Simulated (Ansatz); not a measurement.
Al2Ru

```xyz
6
Lattice="3.1214 0.0000 0.0000 0.0000 3.1214 0.0000 0.0000 0.0000 8.4231" Properties=species:S:1:pos:R:3 pbc="T T T"
Al    0.0000    0.0000    5.6714
Al    1.5607    1.5607    1.4599
Al    0.0000    0.0000    2.9916
Al    1.5607    1.5607    7.2032
Ru    0.0000    0.0000    8.3590
Ru    1.5607    1.5607    4.1475
```

Space group I4mm; a structure from a database of computed crystals, not necessarily the ambient phase; not relaxed (largest force 1.5 eV/Å); computed pressure about 2 GPa in this cell; computed without spin polarisation.

Level of theory: DFT PBEsol, scalar-relativistic, plane waves, PAW (Ansatz).

The density is the valence pseudo-density of a PAW calculation; it isn't the true density close to the nuclei.

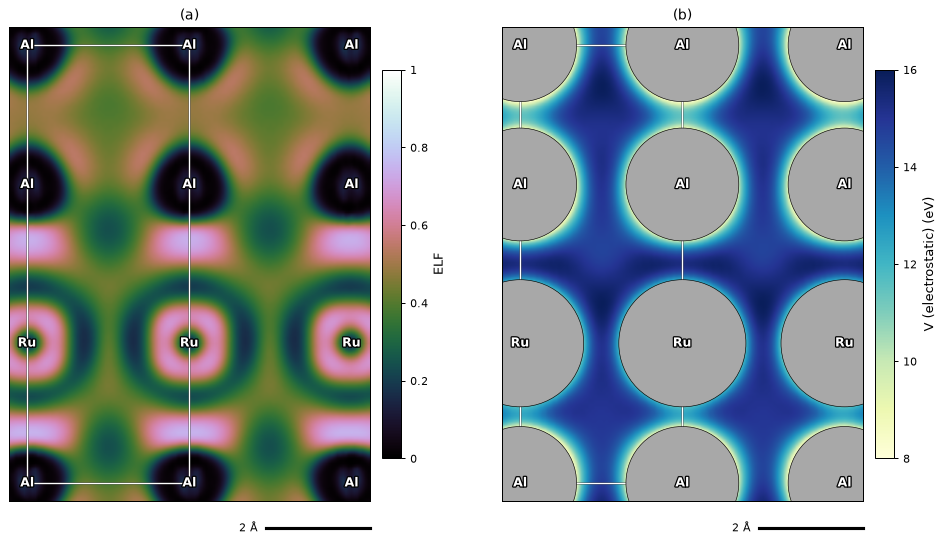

Figure 1. (a) electron localisation function; (b) electrostatic potential (local pseudopotential plus Hartree) felt by an electron on the (100) plane of the conventional cell. Grey discs cover the atomic cores in the potential map.

**Describe what can be read from this map.**

- The plane passes through Al and Ru nuclei.
- Al–Al (2.68 Å): the ELF is about 0.50 at the midpoint.
- Al–Ru (2.69 Å): the ELF is about 0.50 at the midpoint.
- The features right at Ru lie inside the PAW spheres, where the map follows smoothed inner orbitals and isn't to be read closely.
- Outside the cores the potential energy rises away from the atoms and is highest about 1.7 Å from the nearest atoms; its zero is arbitrary.

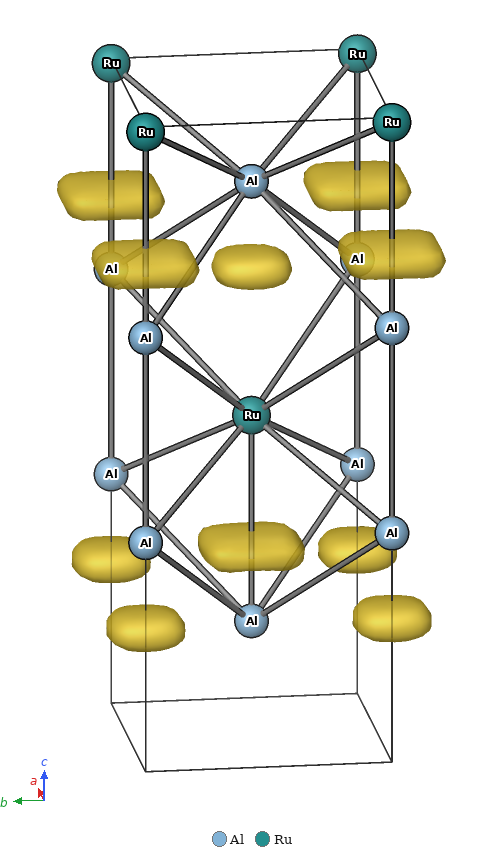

Figure 2. Isosurface of the ELF at 0.65 (yellow), seen at an oblique angle. Core shells and regions of very low density are left out. Sticks mark near contacts.

**Identify the bonds, lone pairs and shells in this picture.**

The ELF exceeds this value in two lobes of the valence shell of Al pointing towards Ru (polar bonds) and two pockets between the atoms, centred on no nucleus (multi-centre or interstitial), counted in one cell of 6 atoms. Regions shared between cells count once. Along the contacts the grid gives the following. Al–Ru (2.49 Å): the ELF is about 0.40 at the midpoint.

**Does the calculation make it a metal, or give it a gap?**

It is gapless in this calculation (a metal or semimetal).
